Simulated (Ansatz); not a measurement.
A series of calculations on TaC

Part 1: Vibrations

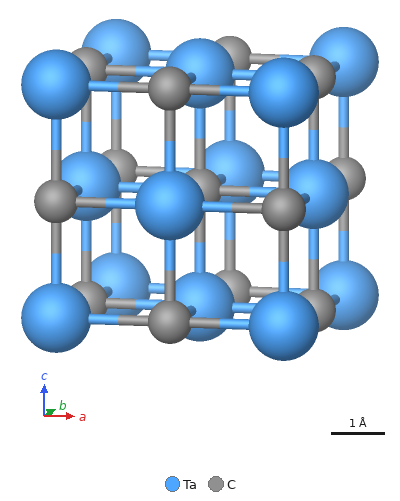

Normal modes of a crystal of TaC, space group Fm-3m (No. 225), at the zone centre. The picture is a ball-and-stick view of the conventional cell (4 times the calculation's cell), seen slightly off an axis. Lengths and directions refer to the drawn axes.

Theory: Ansatz 0.2.0, DFT PBEsol, scalar-relativistic, plane waves, PAW. Set-up: plane-wave cutoff 420 eV; k-point mesh 16 × 16 × 16; occupations fermi dirac; smearing width 0.15 eV; no spin polarisation.

The frequencies depend somewhat on the k-mesh and the smearing.

Q: Which optical modes does it have, at what frequencies, and is it stable there?

A: The calculation's cell holds 2 atoms, so there are 3 optical modes, in 1 level. The optical modes span T₁u. No level is unstable.

```
level  symmetry  frequency (cm⁻¹)         activity
    1       T₁u               560  infrared-active
```

The crystal is a metal, so free carriers screen the infrared response.

The displacement patterns (one member of each degenerate set):

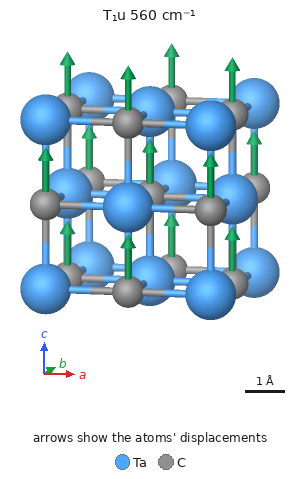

Part 2: Vibrations

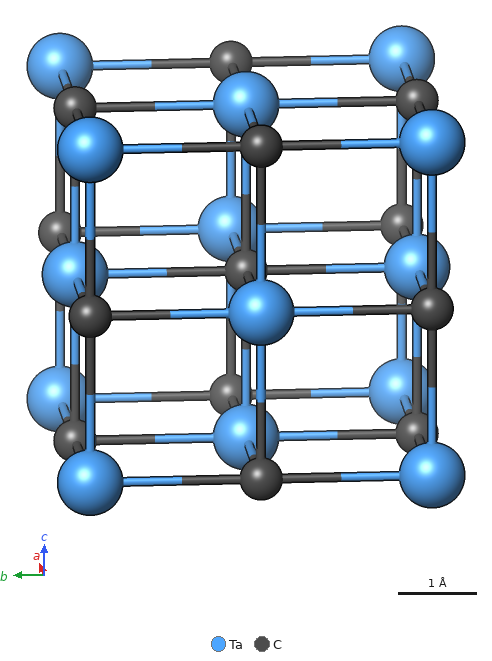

Lattice vibrations of crystalline TaC relaxed at 3 GPa, at the zone centre. The picture is a ball-and-stick view of the conventional cell (4 times the calculation's cell), seen from a free direction. Lengths and directions refer to the drawn axes.

These are results of Ansatz, DFT PBEsol, scalar-relativistic, plane waves, PAW, not measurements. Settings: plane-wave cutoff 420 eV; k-point mesh 16 × 16 × 16; occupations fermi dirac; smearing width 0.15 eV; target pressure 3 GPa; no spin polarisation.

The frequencies depend somewhat on the k-mesh and the smearing.

### Which optical modes does it have, at what frequencies, and is it stable there?

The calculation's cell holds 2 atoms, so there are 3 optical modes, in 1 level. The optical modes span T₁u. No level is unstable.

```tsv
level	symmetry	frequency (cm⁻¹)	activity
1	T₁u	570	infrared-active
```

The crystal is a metal, so free carriers screen the infrared response.

The modes drawn as arrows (one member of each degenerate set):

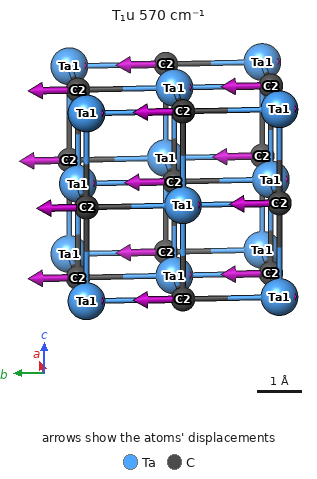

Part 3: One mode

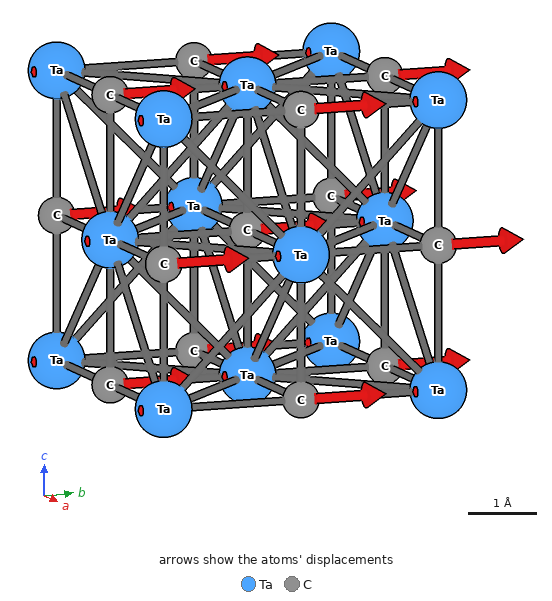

One vibrational mode of crystalline TaC relaxed at 15 GPa at the zone centre. Displacements are drawn as red arrows; their common scale and sign are arbitrary. A ball-and-stick model of the conventional cell (4 times the calculation's cell), seen slightly off an axis. Lengths and directions refer to the drawn axes.

Theory: Ansatz, DFT PBEsol, scalar-relativistic, plane waves, PAW. Set-up: plane-wave cutoff 420 eV; k-point mesh 16 × 16 × 16; occupations fermi dirac; smearing width 0.15 eV; target pressure 15 GPa; no spin polarisation.

The frequencies depend somewhat on the k-mesh and the smearing.

What mode is this, and where does it lie in the spectrum?

This is the T₁u mode (triply degenerate; one member of the set is drawn) at 74.9 meV, the only optical level, infrared-active by symmetry. The C sublattice moves against the Ta sublattice, along b; it stretches the shortest C–Ta bonds (2.19 Å); the kinetic energy is shared as C 94 %, Ta 6 %. The crystal is a metal, so free carriers screen the infrared response.

Part 4: Softest mode

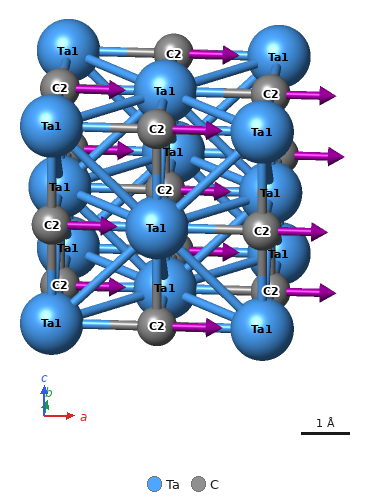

The lowest optical mode of solid TaC relaxed at 8 GPa, space group Fm-3m (No. 225), at the zone centre. The purple arrows give the relative displacements of the atoms. Style: ball-and-stick. Shown: the conventional cell (4 times the calculation's cell), from a free direction. Lengths and directions refer to the drawn axes.

The calculation used DFT PBEsol, scalar-relativistic, plane waves, PAW in Ansatz 0.2.0.

The input:
```yaml
crystal:
  lattice:
    - [0.0, 2.2038229084, 2.2038229084]
    - [2.2038229084, 0.0, 2.2038229084]
    - [2.2038229084, 2.2038229084, 0.0]
  atoms:
    - { symbol: Ta, position: [0.0, 0.0, 0.0] }
    - { symbol: C, position: [0.5, 0.5, 0.5] }
basis:
  ecutwfc: 420
kpoints:
  mp_grid: { grid: [16, 16, 16] }
hamiltonian:
  xc: pbesol
scf:
  occupations: { method: fermi_dirac, width: 0.15 }
output:
  eigenvalues: true
phonons:
  method: dfpt
  eigenvectors: true
```

Launched with:
```bash
ansatz run input.yaml --threads 1 --pin off --max-ram 3072MiB --backend cpu --events-out ev --progress --plain --runs-dir out
```

The frequencies depend somewhat on the k-mesh and the smearing.

### Is this crystal at a minimum with respect to the drawn distortion?

Yes: this softest mode has a real frequency, and so have all others here. That speaks for this wave vector alone: the rest of the zone wasn't checked in this run. This is the T₁u mode (triply degenerate; one member of the set is drawn) at 585 cm⁻¹, the only optical level, infrared-active by symmetry. The C sublattice moves against the Ta sublattice, along a; it stretches the shortest C–Ta bonds (2.20 Å); the kinetic energy is shared as C 94 %, Ta 6 %. The crystal is a metal, so free carriers screen the infrared response.

Part 5: Softest mode

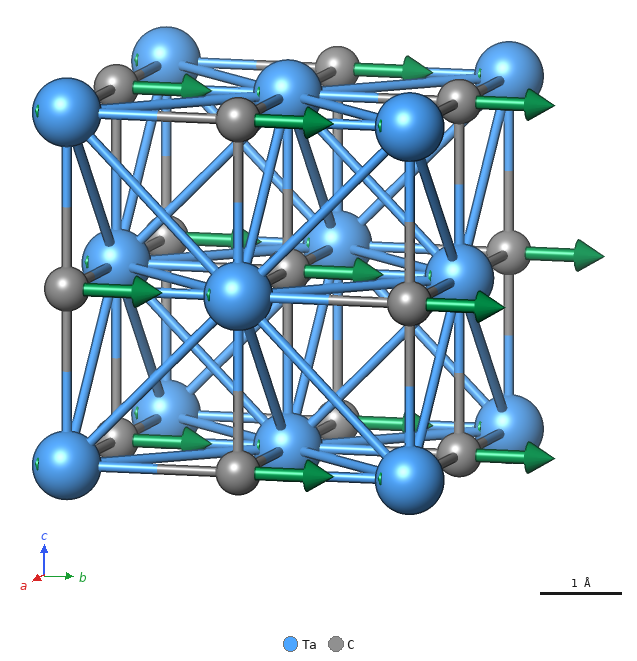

The lowest optical mode of a crystal of TaC at 0.98 times its rest volume, space group Fm-3m (No. 225), at the zone centre. The green arrows are the displacements of the atoms (eigenvector over the root of the mass), of arbitrary overall length and sign. A ball-and-stick model of the conventional cell (4 times the calculation's cell), seen slightly off an axis. Lengths and directions refer to the drawn axes.

Theory: Ansatz, DFT PBEsol, scalar-relativistic, plane waves, PAW.

Input file:
```yaml
crystal:
  lattice:
    - [0.0, 2.2053167056, 2.2053167056]
    - [2.2053167056, 0.0, 2.2053167056]
    - [2.2053167056, 2.2053167056, 0.0]
  atoms:
    - { symbol: Ta, position: [0.0, 0.0, 0.0] }
    - { symbol: C, position: [0.5, 0.5, 0.5] }
basis:
  ecutwfc: 420
kpoints:
  mp_grid: { grid: [16, 16, 16] }
hamiltonian:
  xc: pbesol
scf:
  occupations: { method: fermi_dirac, width: 0.15 }
output:
  eigenvalues: true
phonons:
  method: dfpt
  eigenvectors: true
```

Command:
```bash
ansatz run input.yaml --threads 1 --pin off --max-ram 3072MiB --backend cpu --events-out ev --progress --plain --runs-dir out
```

The frequencies depend somewhat on the k-mesh and the smearing.

### Is the structure stable against all modes at this point?

Yes: this softest mode has a real frequency, and so have all others here. That speaks for this wave vector alone: the rest of the zone wasn't checked in this run. This is the T₁u mode (triply degenerate; one member of the set is drawn) at 72.2 meV, the only optical level, infrared-active by symmetry. The C sublattice moves against the Ta sublattice, along b; it stretches the shortest C–Ta bonds (2.21 Å); the kinetic energy is shared as C 94 %, Ta 6 %. The crystal is a metal, so free carriers screen the infrared response.
